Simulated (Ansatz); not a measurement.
## What a change does: single-point calculation on MgO

System: MgO (8 atoms in the cell).
Method of run A: DFT PBEsol, scalar-relativistic, plane waves, PAW, no spin polarisation (Ansatz 0.2.0).

The structure derives from an entry of the Crystallography Open Database. Text and figures count atoms from 1; the logs count them from 0 in places.

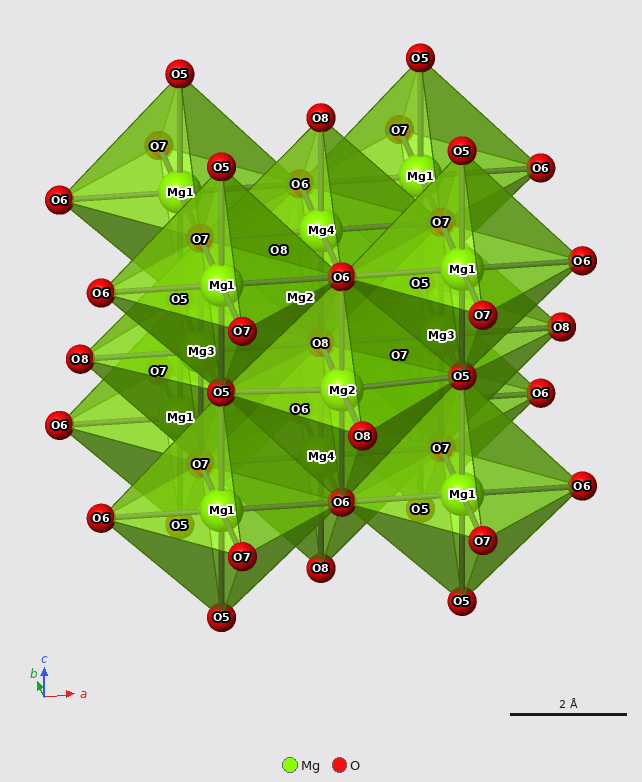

Fig. 1: The input geometry (polyhedral view of the cell of the calculation, set on other vectors, seen at an oblique angle; polyhedra are completed across the faces of the cell; atoms are numbered from 1 in the order of the input). An atom can appear more than once, as a periodic image.

Input file, run A:
```yaml
crystal:
  lattice:
    - [4.2142114404, 0.0, 0.0]
    - [0.0, -4.2142114404, 0.0]
    - [0.0, 0.0, -4.2142114404]
  atoms:
    - { symbol: Mg, position: [0.0, 0.0, 0.0] }
    - { symbol: Mg, position: [0.5, 0.5, 0.0] }
    - { symbol: Mg, position: [0.5, 0.0, 0.5] }
    - { symbol: Mg, position: [0.0, 0.5, 0.5] }
    - { symbol: O, position: [0.5237292318, 0.0, 0.0] }
    - { symbol: O, position: [0.0, 0.5, 0.0] }
    - { symbol: O, position: [0.0, 0.0, 0.5] }
    - { symbol: O, position: [0.5, 0.5, 0.5] }
basis:
  ecutwfc: 420
kpoints:
  mp_grid: { grid: [6, 6, 6] }
hamiltonian:
  xc: pbesol
scf:
  occupations: { method: gaussian, width: 0.05 }
output:
  forces: true
  stress: true
  eigenvalues: true
```

Launched with:
```bash
ansatz run input.yaml --threads 1 --pin off --max-ram 2560MiB --backend cpu --events-out ev --progress --plain --runs-dir out
```

Hardware: 1 thread of Arm Neoverse V1, 24 GiB of memory available, shared host.

Output, shortened to warnings, some set-up lines, iterations and results (run A):
```
Basis set: ecut = 420 eV, 1419 PW (Γ), exchange–correlation on 60×60×60 points (8 copies of the dense FFT grid, shifted against one another)
Symmetry: 8 space group operations
k-points: 40 of 216 (time reversal used)
Initial density: superposition of atomic densities (neutral atoms: chi_scale 0, normalization atom), corrected by the library's trained network
[...]
SCF iter   1: F=—  HF=-9903.472045 eV  |F-HF|=—  |Δ(HF+E_count)|=         —  Δρ=1.46e-2  dr2=1.27e-1  ethr=1.77e-3  ⟨swp⟩=6.1  Hψ=6590  notcnv=0  defer=7
SCF iter   2: F=—  HF=-9903.433575 eV  |F-HF|=—  |Δ(HF+E_count)|=   3.85e-2  Δρ=2.31e-3  dr2=1.47e-3  ethr=1.98e-4  ⟨swp⟩=2.0  Hψ=2591  notcnv=0  defer=114
SCF iter   3: F=—  HF=-9903.433195 eV  |F-HF|=—  |Δ(HF+E_count)|=   3.80e-4  Δρ=1.10e-3  dr2=4.73e-4  ethr=2.30e-6  ⟨swp⟩=2.2  Hψ=2444  notcnv=0  defer=74
SCF iter   4: F=—  HF=-9903.433189 eV  |F-HF|=—  |Δ(HF+E_count)|=   6.13e-6  Δρ=2.11e-4  dr2=2.76e-5  ethr=7.39e-7  ⟨swp⟩=2.0  Hψ=2181  notcnv=0  defer=74
SCF iter   5: F=—  HF=-9903.432089 eV  |F-HF|=—  |Δ(HF+E_count)|=   1.10e-3  Δρ=4.35e-5  dr2=6.63e-7  ethr=4.32e-8  ⟨swp⟩=2.5  Hψ=2574  notcnv=0  defer=74
SCF iter   6: F=—  HF=-9903.432090 eV  |F-HF|=—  |Δ(HF+E_count)|=   4.70e-7  Δρ=2.34e-5  dr2=2.98e-7  ethr=1.56e-10  ⟨swp⟩=8.1  Hψ=6887  notcnv=0
SCF iter   7: F=-9903.432090 eV  HF=-9903.432090 eV  |F-HF|=2.86e-8  |Δ(HF+E_count)|=   6.79e-8  Δρ=8.62e-6  dr2=3.52e-8  ethr=1.56e-10  ⟨swp⟩=3.0  Hψ=5173  notcnv=0
SCF 1 converged in 7 iterations: F = -9903.432090 eV  dr2 = 3.52e-8
SCF converged after 7 iterations
Free energy (F): -9903.432090 eV
Harris-Foulkes:  -9903.432090 eV  (|F-HF|=2.86e-8)
Internal energy: -9903.432090 eV  (E = F + TS)
E sigma→0 (E₀):  -9903.432090 eV
Fermi energy:    10.298749 eV
--- Per-component energies (eV) ---
  E_band       = -1169.612752
  E_kinetic    = 1019.864731
  E_local      = -6410.689841  (includes V_loc(G=0)·N_el)
  E_nonlocal   = 575.012356
  E_hartree    = 2213.387511
  E_xc         = -415.625052
  E_vxc        = -535.538970  (∫ρ·V_xc dr)
  E_paw        = -1732.341041  (= ΣΔE_a)
  E_vpaw       = -245.049787  (= ΣTr[D̂ρ^β])
  E_aug_tail   = 0.010028  (compensation charges beyond the density's cutoff)
  E_ewald      = -5153.427381
  E_core_change = 0.376601  (= ΣΔE_core)
  E_smearing   = -0.000000  (= −TS)
  E_closure    = -0.000000  (closes the sum)
  Σ components = -9903.432090   (vs F -9903.432090, Δ=0.00e0)
--- Forces (eV/Å), atoms counted from 1 ---
  atom   1  Mg     0.30769032    -0.00000000     0.00000000
  atom   2  Mg     0.14446618    -0.00000000     0.00000000
  atom   3  Mg     0.14446618    -0.00000000     0.00000000
  atom   4  Mg    -0.02741946    -0.00000000     0.00000000
  atom   5  O     -1.09515529     0.00000000     0.00000000
  atom   6  O      0.28655901     0.00000000     0.00000000
  atom   7  O      0.28655901    -0.00000000     0.00000000
  atom   8  O     -0.04715902    -0.00000000     0.00000000
  max |Σ_I F_I| component: 6.92e-6 eV/Å
--- Stress (GPa, compression-positive) ---
        0.802886      -0.000000       0.000000
       -0.000000       0.015593       0.000000
        0.000000       0.000000       0.015593
  P = ⅓ Tr σ = 0.2780 GPa (2.780 kbar)
```

Run B used a changed input.

The two runs side by side:

| quantity | run A | run B |
| --- | --- | --- |
| outcome | converged | converged |
| free energy per atom (eV) | −1237.9290 | −1237.9074 |
| gap on the mesh (eV) | 4.60 | 4.55 |
| pressure (GPa) | 0.28 | 1.17 |
| largest force (eV/Å) | 1.095 | 2.420 |
| SCF iterations | 7 | 7 |
| irreducible k-points | 40 | 40 |
| plane waves at Γ | 1419 | 1419 |
| wall time (shared host) | 11 s | 11 s |

Which change of the input explains these differences?

The change (lines with − go, lines with + come):
```diff
-    - { symbol: O, position: [0.5237292318, 0.0, 0.0] }
+    - { symbol: O, position: [0.5474584635, 0.0, 0.0] }
```

With the same functional and potentials, run B lies 21.6 meV per atom higher. The gap on the mesh goes from 4.60 to 4.55 eV. The pressure goes from 0.28 to 1.17 GPa. The largest force goes from 1.095 to 2.420 eV/Å. The number of SCF iterations is the same.

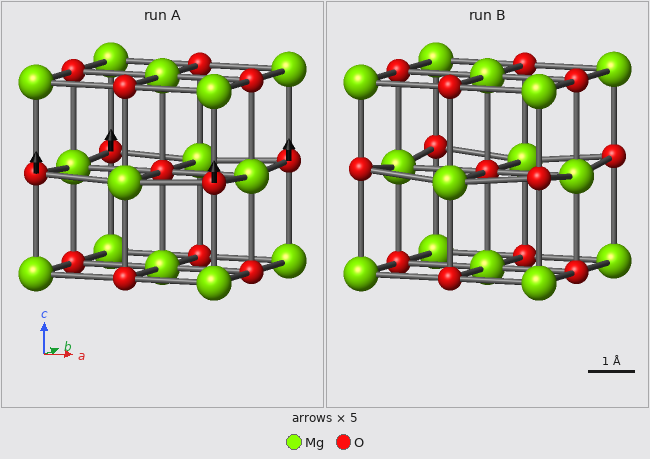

Fig. 2: The two input geometries at one scale (ball-and-stick view of the cell of the calculation, set on other vectors, seen slightly off an axis). The black arrows on the first give the shifts of the atoms relative to the cell, magnified 5 times. An O atom moves most: 0.100 Å. Mg stays in place. The lattice vectors keep their values. Among the contacts that change: Mg–O 2.007 → 1.907 Å, Mg–O 2.207 → 2.307 Å, Mg–O 2.109 → 2.117 Å.

Output, shortened to warnings, some set-up lines, iterations and results (run B):
```
Basis set: ecut = 420 eV, 1419 PW (Γ), exchange–correlation on 60×60×60 points (8 copies of the dense FFT grid, shifted against one another)
Symmetry: 8 space group operations
k-points: 40 of 216 (time reversal used)
Initial density: superposition of atomic densities (neutral atoms: chi_scale 0, normalization atom), corrected by the library's trained network
[...]
SCF iter   1: F=—  HF=-9903.299308 eV  |F-HF|=—  |Δ(HF+E_count)|=         —  Δρ=1.46e-2  dr2=1.27e-1  ethr=1.77e-3  ⟨swp⟩=6.3  Hψ=6664  notcnv=0  defer=10
SCF iter   2: F=—  HF=-9903.260677 eV  |F-HF|=—  |Δ(HF+E_count)|=   3.86e-2  Δρ=2.34e-3  dr2=1.55e-3  ethr=1.99e-4  ⟨swp⟩=2.0  Hψ=2614  notcnv=0  defer=107
SCF iter   3: F=—  HF=-9903.260265 eV  |F-HF|=—  |Δ(HF+E_count)|=   4.12e-4  Δρ=1.10e-3  dr2=4.95e-4  ethr=2.42e-6  ⟨swp⟩=2.3  Hψ=2485  notcnv=0  defer=67
SCF iter   4: F=—  HF=-9903.260253 eV  |F-HF|=—  |Δ(HF+E_count)|=   1.19e-5  Δρ=2.19e-4  dr2=3.00e-5  ethr=7.73e-7  ⟨swp⟩=2.0  Hψ=2611  notcnv=0  defer=67
SCF iter   5: F=—  HF=-9903.259289 eV  |F-HF|=—  |Δ(HF+E_count)|=   9.64e-4  Δρ=4.97e-5  dr2=1.08e-6  ethr=4.70e-8  ⟨swp⟩=3.1  Hψ=2650  notcnv=0  defer=67
SCF iter   6: F=—  HF=-9903.259289 eV  |F-HF|=—  |Δ(HF+E_count)|=   3.16e-7  Δρ=2.76e-5  dr2=3.80e-7  ethr=1.56e-10  ⟨swp⟩=8.3  Hψ=6685  notcnv=0
SCF iter   7: F=-9903.259289 eV  HF=-9903.259289 eV  |F-HF|=1.19e-8  |Δ(HF+E_count)|=   1.79e-8  Δρ=6.01e-6  dr2=1.65e-8  ethr=1.56e-10  ⟨swp⟩=3.2  Hψ=5259  notcnv=0
SCF 1 converged in 7 iterations: F = -9903.259289 eV  dr2 = 1.65e-8
SCF converged after 7 iterations
Free energy (F): -9903.259289 eV
Harris-Foulkes:  -9903.259289 eV  (|F-HF|=1.19e-8)
Internal energy: -9903.259289 eV  (E = F + TS)
E sigma→0 (E₀):  -9903.259289 eV
Fermi energy:    10.282109 eV
--- Per-component energies (eV) ---
  E_band       = -1169.259964
  E_kinetic    = 1020.219569
  E_local      = -6419.641493  (includes V_loc(G=0)·N_el)
  E_nonlocal   = 575.097994
  E_hartree    = 2217.797359
  E_xc         = -415.713933
  E_vxc        = -535.656560  (∫ρ·V_xc dr)
  E_paw        = -1732.283199  (= ΣΔE_a)
  E_vpaw       = -244.886744  (= ΣTr[D̂ρ^β])
  E_aug_tail   = 0.009999  (compensation charges beyond the density's cutoff)
  E_ewald      = -5149.122187
  E_core_change = 0.376601  (= ΣΔE_core)
  E_smearing   = -0.000000  (= −TS)
  E_closure    = -0.000000  (closes the sum)
  Σ components = -9903.259289   (vs F -9903.259289, Δ=0.00e0)
--- Forces (eV/Å), atoms counted from 1 ---
  atom   1  Mg     0.83934120    -0.00000000     0.00000000
  atom   2  Mg     0.29022411     0.00000000     0.00000000
  atom   3  Mg     0.29022411    -0.00000000     0.00000000
  atom   4  Mg    -0.05437072    -0.00000000     0.00000000
  atom   5  O     -2.41977889     0.00000000     0.00000000
  atom   6  O      0.57340944     0.00000000     0.00000000
  atom   7  O      0.57340944    -0.00000000     0.00000000
  atom   8  O     -0.09244168    -0.00000000     0.00000000
  max |Σ_I F_I| component: 1.70e-5 eV/Å
--- Stress (GPa, compression-positive) ---
        3.347997      -0.000000       0.000000
       -0.000000       0.086567       0.000000
        0.000000       0.000000       0.086567
  P = ⅓ Tr σ = 1.1737 GPa (11.737 kbar)
```
